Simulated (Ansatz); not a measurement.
Run report: MnO, single-point calculation (part 2 of 2)

Continued. System: MnO (Fm-3m, 4 atoms in the cell). Method: DFT, HSE06, PAW, plane waves, scalar-relativistic, spin-polarised (Ansatz 0.2.0); cutoff 420 eV, 3×5×5 k-mesh, Gaussian smearing of 0.05 eV, collinear spins. The structure derives from an entry of the Crystallography Open Database. It belongs to a series of runs on one base structure; here: opposed moments +-, plain SCF.

Geometry of the input (Å; fractional positions):
```
0.0000  4.4446  4.4446
2.2223  0.0000  2.2223
2.2223  2.2223  0.0000
Mn 0.0000  0.0000  0.0000
Mn 0.5000  0.0000  0.0000
O  0.2500  0.5000  0.5000
O  0.7500  0.5000  0.5000
```

**What the program printed, continued**
```
SCF iter   1: F=—  HF=-8933.002193 eV  |F-HF|=—  |Δ(HF+E_count)|=         —  Δρ=1.61e-4 (↑1.61e-4 ↓1.41e-4)  dr2=1.19e-5  dr2_m=3.83e-6  M=0.000 μB ∫|m|=9.441 μB  β_m=0.30  ethr=3.68e-6  ⟨swp⟩=3.7  Hψ=3249  notcnv=0
preconditioner: auto → none  [insulator: Δε(μ)=3.039 eV  Ē_g=14.509 eV  σ=0.050 eV  W_gap=1.00  n_scr=16 (ndim 8)  ℏωp=28.6 eV  f_vac=0.000  D(μ)=0.00/eV (n_scr^D=0)]
SCF iter   2: F=—  HF=-8933.002206 eV  |F-HF|=—  |Δ(HF+E_count)|=   1.37e-5  Δρ=1.07e-4 (↑1.07e-4 ↓1.02e-4)  dr2=4.36e-6  dr2_m=2.32e-6  M=0.000 μB ∫|m|=9.441 μB  β_m=0.46  ethr=2.65e-8  ⟨swp⟩=4.1  Hψ=4195  notcnv=0
SCF iter   3: F=—  HF=-8933.002207 eV  |F-HF|=—  |Δ(HF+E_count)|=   1.55e-7  Δρ=2.81e-5 (↑2.81e-5 ↓2.76e-5)  dr2=5.52e-7  dr2_m=7.71e-8  M=0.000 μB ∫|m|=9.441 μB  β_m=0.49  ethr=1.03e-8  ⟨swp⟩=3.3  Hψ=3550  notcnv=0  defer=4
SCF iter   4: F=—  HF=-8933.002206 eV  |F-HF|=—  |Δ(HF+E_count)|=   1.75e-7  Δρ=1.34e-5 (↑1.34e-5 ↓1.26e-5)  dr2=3.17e-8  dr2_m=4.47e-8  M=0.000 μB ∫|m|=9.441 μB  β_m=0.61  ethr=1.21e-9  ⟨swp⟩=3.4  Hψ=3745  notcnv=0  defer=7
SCF iter   5: F=—  HF=-8933.002206 eV  |F-HF|=—  |Δ(HF+E_count)|=   4.93e-8  Δρ=5.77e-6 (↑4.50e-6 ↓5.77e-6)  dr2=2.21e-8  dr2_m=4.74e-9  M=0.000 μB ∫|m|=9.441 μB  β_m=0.54  ethr=7.47e-11  ⟨swp⟩=4.2  Hψ=3858  notcnv=0  defer=5
SCF iter   6: F=—  HF=-8933.002206 eV  |F-HF|=—  |Δ(HF+E_count)|=   4.83e-9  Δρ=2.29e-6 (↑2.29e-6 ↓2.27e-6)  dr2=2.86e-9  dr2_m=9.91e-10  M=0.000 μB ∫|m|=9.441 μB  β_m=0.57  ethr=5.16e-11  ⟨swp⟩=3.2  Hψ=2635  notcnv=0  defer=14
SCF iter   7: F=-8933.002206 eV  HF=-8933.002206 eV  |F-HF|=4.73e-11  |Δ(HF+E_count)|=  7.97e-10  Δρ=4.53e-7 (↑4.53e-7 ↓4.13e-7)  dr2=9.68e-11  dr2_m=5.32e-11  M=0.000 μB ∫|m|=9.441 μB  ethr=6.77e-12  ⟨swp⟩=4.0  Hψ=3526  notcnv=0  defer=5
SCF 3 converged in 7 iterations: F = -8933.002206 eV  dr2 = 9.68e-11
  Residual-converged pass: ⟨swp⟩=3.4  Hψ=3014  notcnv=0  max |occ|·‖R‖ = 2.6e-7 eV (tolerance 2.7e-7 eV)  dr2=9.68e-11  dr2_m=5.39e-11  dr2_onsite=4.12e-11  max |Δocc| = 0.0e0
  greatest PAW one-centre occupation: 1.006 electrons in one spin orbital (limit 2), on the Mn atom at site 0 (counted from 0), in its partial waves of l = 1
hybrid outer 2: dexx = +7.594e-6 eV, tail = 2.21e-7 eV, Δε = 9.40e-3 eV (about 2.91e-4 eV left of the loop's levels), ΔF = 4.39e-4 eV/Å (tail 1.92e-4)
Exchange kernel: α = 0.2500, screened, ω = 0.2079 Å⁻¹, Wigner–Seitz truncation, v(0) = 1030.8674 eV·Å³, q-mesh 3×5×5, nearest image of the exchange supercell L = 15.71 Å, pair-density grid 25×15×15, without the augmentation charges, whose exchange is taken in its separable form by FFT convolution over the k-point  [...]
Frozen-core exchange: fock
SCF iter   1: F=—  HF=-8933.002206 eV  |F-HF|=—  |Δ(HF+E_count)|=         —  Δρ=3.09e-6 (↑2.98e-6 ↓3.09e-6)  dr2=4.63e-9  dr2_m=2.02e-9  M=0.000 μB ∫|m|=9.441 μB  β_m=0.30  ethr=2.63e-9  ⟨swp⟩=4.7  Hψ=3185  notcnv=0
preconditioner: auto → none  [insulator: Δε(μ)=3.041 eV  Ē_g=14.509 eV  σ=0.050 eV  W_gap=1.00  n_scr=16 (ndim 8)  ℏωp=28.6 eV  f_vac=0.000  D(μ)=0.00/eV (n_scr^D=0)]
SCF iter   2: F=—  HF=-8933.002206 eV  |F-HF|=—  |Δ(HF+E_count)|=   7.32e-9  Δρ=2.78e-6 (↑2.74e-6 ↓2.78e-6)  dr2=2.96e-9  dr2_m=1.86e-9  M=0.000 μB ∫|m|=9.441 μB  β_m=0.64  ethr=1.01e-11  ⟨swp⟩=4.1  Hψ=4135  notcnv=0  defer=4
SCF iter   3: F=—  HF=-8933.002206 eV  |F-HF|=—  |Δ(HF+E_count)|=  3.78e-10  Δρ=8.50e-7 (↑8.50e-7 ↓8.47e-7)  dr2=3.98e-10  dr2_m=6.95e-11  M=0.000 μB ∫|m|=9.441 μB  β_m=0.64  ethr=7.01e-12  ⟨swp⟩=3.2  Hψ=3444  notcnv=0  defer=4
SCF iter   4: F=-8933.002206 eV  HF=-8933.002206 eV  |F-HF|=1.09e-11  |Δ(HF+E_count)|=  1.96e-10  Δρ=3.27e-7 (↑3.27e-7 ↓3.13e-7)  dr2=2.53e-11  dr2_m=2.67e-11  M=0.000 μB ∫|m|=9.441 μB  ethr=1.12e-12 (applied; sched 1.00e-12)  ⟨swp⟩=3.0  Hψ=3132  notcnv=0
SCF 4 converged in 4 iterations: F = -8933.002206 eV  dr2 = 2.53e-11
  Residual-converged pass: ⟨swp⟩=2.8  Hψ=2581  notcnv=0  max |occ|·‖R‖ = 2.7e-7 eV (tolerance 2.7e-7 eV)  dr2=2.55e-11  dr2_m=2.69e-11  dr2_onsite=3.16e-11  max |Δocc| = 0.0e0
```

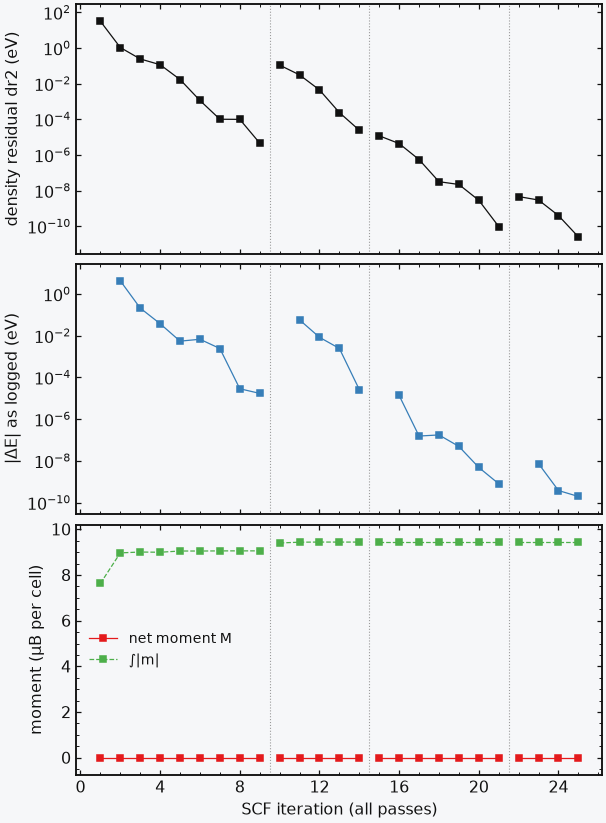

Fig. 1: Convergence of the self-consistent field: density residual dr2, size of the energy change and magnetic moment against the SCF iteration. The run starts with a semilocal functional; after that each stretch between dotted lines is one SCF of the hybrid functional between two exact rebuilds of the exchange operator by the outer loop. Early passes are stopped at a loose threshold. The passes take 9, 5, 7 and 4 iterations. The net moment stays at 0.0 μB per cell.

```
hybrid outer 3: dexx = +5.153e-9 eV, tail = 2.36e-10 eV, Δε = 2.09e-4 eV (about 1.10e-5 eV left of the loop's levels), ΔF = 1.02e-6 eV/Å (tail 1.90e-5)
this state was not tested for a lower state beside it, because the functional holds exact exchange (a hybrid, or Hartree-Fock), whose exchange loop this test does not read (fock_operator); [...]
hybrid SCF converged: 3 outer / 16 inner (+9 warm-up), last move |dexx| = 5.15e-9 eV, tail = 2.36e-10 eV
Magnetization: 0.0000 μB (21.0000 up, 21.0000 down)
Absolute magnetization: 9.4416 μB (∫|ρ↑−ρ↓|, with the PAW one-centre terms)
Spin contamination: 4.9275 ħ² per cell (⟨S²⟩ above its minimum at these occupations)
Per-site moments (μB) at R_I (Å): [(4.265033183366409, 0.91669875), (-4.265033143323182, 0.9166987500000001), (-5.474745608247673e-9, 0.9166987500000001), (-5.474745652367264e-9, 0.91669875)]
Free energy (F): -8933.002206 eV
Frozen-core exchange: fock
Harris-Foulkes:  -8933.002206 eV  (|F-HF|=1.09e-11)
Internal energy: -8933.002206 eV  (E = F + TS)
E sigma→0 (E₀):  -8933.002206 eV
Fermi energy:    12.482927 eV
--- Per-component energies (eV) ---
  E_band       = -604.713406
  E_kinetic    = 950.559711
  E_local      = -4469.574715  (includes V_loc(G=0)·N_el)
  E_nonlocal   = 608.438224
  E_hartree    = 1796.820677
  E_xc         = -295.407326
  E_vxc        = -374.140582  (∫ρ·V_xc dr)
  E_exx        = -173.344070  (= α·E_x^exact, valence–valence)
  E_paw        = -2837.647084  (= ΣΔE_a)
  E_vpaw       = -566.953838  (= ΣTr[D̂ρ^β])
  E_aug_tail   = 0.004771  (compensation charges beyond the density's cutoff)
  E_ewald      = -4512.405949
  E_core_change = -0.446446  (= ΣΔE_core)
  E_smearing   = -0.000000  (= −TS)
  E_closure    = 0.000000  (closes the sum)
  Σ components = -8933.002206   (vs F -8933.002206, Δ=0.00e0)
--- Forces (eV/Å), atoms counted from 1 ---
  atom   1  Mn     0.00000000     0.00000000     0.00000000
  atom   2  Mn     0.00000000     0.00000000     0.00000000
  atom   3  O      0.00000340    -0.00000341    -0.00000341
  atom   4  O     -0.00000340     0.00000341     0.00000341
  max |Σ_I F_I| component: 4.24e-22 eV/Å
--- Stress (GPa, compression-positive) ---
       -1.632869       1.159133       1.159133
        1.159133      -1.630313      -1.157769
        1.159133      -1.157769      -1.630313
  P = ⅓ Tr σ = -1.6312 GPa (-16.312 kbar)
--- Band table (eV; the first three rows and the last of 48) ---
  k-point 0 ↑: bands = ["-74.2103", "-67.9539", "-41.6660", "-41.6283", "-41.6283", "-34.9104", "-34.8761", "-34.8761", "-9.1884", "-8.1431", "4.1174", "6.1760", "6.1760", "8.4529", "8.4529", "8.8439", "8.8967", "8.8968", "8.9048", "10.4494", "10.4494", "14.0027", "16.7774", "16.8835", "16.8835", "17.8891", "18.2202", "18.2202"]
  k-point 1 ↑: bands = ["-74.2086", "-67.9519", "-41.6634", "-41.6457", "-41.6327", "-34.9065", "-34.9009", "-34.8821", "-8.8544", "-8.1638", "4.8110", "6.0017", "6.4039", "6.6256", "7.6513", "7.8338", "8.6169", "9.0764", "9.1832", "10.8033", "10.8347", "15.8421", "16.3000", "17.0845", "17.2346", "17.8746", "18.1240", "20.2028"]
  k-point 2 ↑: bands = ["-74.2060", "-67.9486", "-41.6739", "-41.6591", "-41.6397", "-34.9406", "-34.8996", "-34.8915", "-8.2549", "-8.1905", "4.4388", "5.4018", "6.3083", "6.3269", "7.3253", "7.6095", "8.3000", "9.0830", "9.3179", "10.7785", "10.8798", "15.8024", "17.4474", "17.8446", "18.0390", "18.3793", "18.4330", "20.4329"]
  k-point 23 ↓: bands = ["-74.2086", "-67.9519", "-41.6633", "-41.6457", "-41.6327", "-34.9067", "-34.9008", "-34.8821", "-8.6244", "-8.4142", "5.2171", "5.6994", "6.5031", "6.7523", "7.5447", "7.5785", "8.5313", "9.0216", "9.4498", "10.3905", "10.8782", "16.2663", "16.5268", "16.9806", "17.2237", "17.9100", "18.1509", "19.5431"]
  guard bands above this table: 3 of the run's 31 bands. The solve was not asked for them (output.publish_guard_bands: true or output.eigenvalues: true publishes all)
```

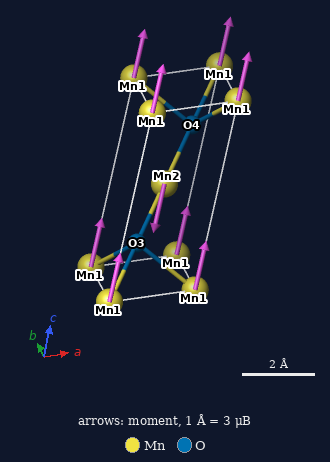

Fig. 2: Magnetic moments of the sites as pink arrows (ball-and-stick view of the reduced cell, seen at an oblique angle; atoms are numbered from 1 in the order of the input); small moments hardly show. The run is collinear, so the axis drawn is arbitrary. Site moments: Mn1 (4.27 μB); Mn2 (−4.27 μB). They are counted near the atoms and needn't add up to the moment of the cell.

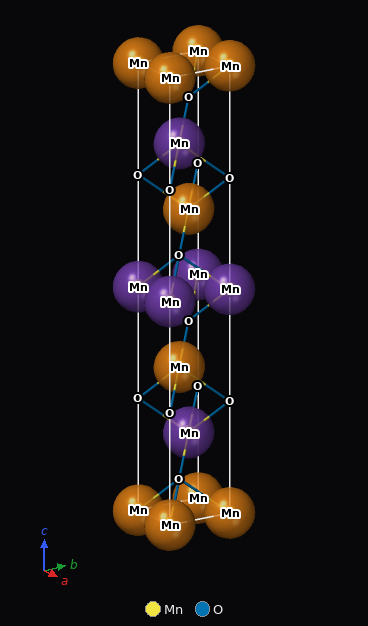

Fig. 3: Isosurfaces of the spin density at +0.3 (orange) and −0.3 e/Å³ (purple), seen slightly off an axis. Sticks mark near contacts. The outline is the cell set on symmetry axes of the magnetic structure. The cell of the calculation (4 atoms) carries 0.0 μB net. The fields are those of the smooth PAW valence density.

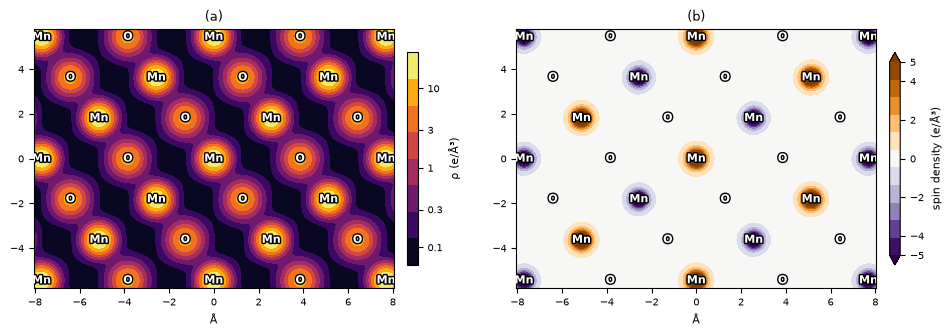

Fig. 4: (a) valence pseudo-density; (b) spin density (up minus down) on the (110) plane of the conventional cell of the magnetic structure. Atoms in the plane: Mn and O. Mn–O (2.22 Å): ρ is about 0.36 e/Å³ halfway. Away from the nuclei the density in this plane falls to 0.06 e/Å³ at its lowest. The cell of the calculation (4 atoms) carries 0.0 μB net.

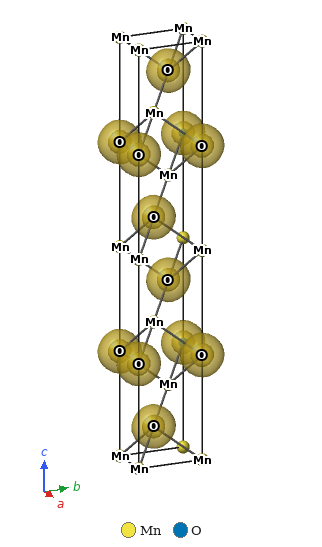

Fig. 5: Isosurface of the ELF at 0.75 (yellow), seen slightly off an axis. Core shells and regions of very low density are left out. Sticks mark near contacts. The outline is the cell set on symmetry axes of the magnetic structure. Profiles from the grid: Mn–O (2.22 Å): the ELF is about 0.15 at the midpoint.
